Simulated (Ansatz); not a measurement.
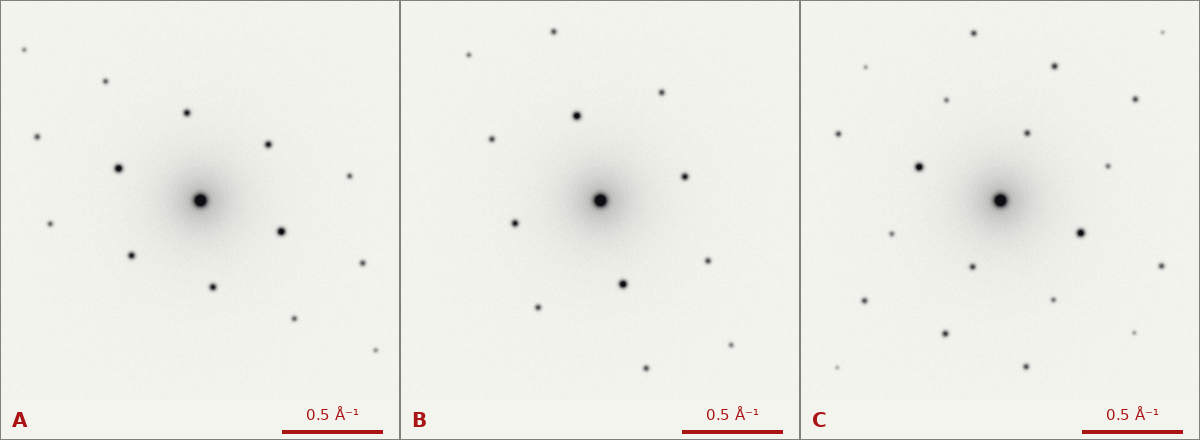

Simulated selected-area electron diffraction patterns (300 kV, kinematic approximation, thin crystal, B = 0.5 Å² for all atoms).

All three come from Al, space group P6/mmm (No. 191), a = 4.58 Å, c = 2.77 Å (hexagonal axes). Structure: the end point of a relaxation with DFT PBEsol, scalar-relativistic, plane waves, PAW (Ansatz 0.2.0); the starting structure was generated, so it need not be a known form of this composition.

```csv
atom,site,symmetry,x,y,z
Al,1a,6/mmm,0.0000,0.0000,0.0000
Al,2d,-6m2,0.3333,0.6667,0.5000
```

**Assign the zone axes [210], [211], [212] to A, B and C.**

A is [211]: centred rectangular net of -1 2 0 at d = 2.29 Å and -1 1 1 at d = 2.27 Å, at 60.3°. B is [212]: rectangular net of -1 2 0 at d = 2.29 Å and -1 0 1 at d = 2.27 Å, at 90.0°. C is [210]: rectangular net of 0 0 1 at d = 2.77 Å and 1 -2 0 at d = 2.29 Å, at 90.0°.
